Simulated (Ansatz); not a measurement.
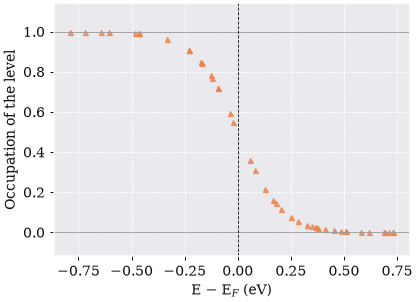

Occupations of the one-electron levels of the k mesh against their energy, from a run on Y, space group Im-3m, 1 atom in the cell, with Ansatz.

> Name the smearing function and its width.

Fermi-Dirac smearing with a width of 0.1 eV. The occupations stay between 0 and 1 and have long exponential tails; the slope at the Fermi level is 1/(4 × width).
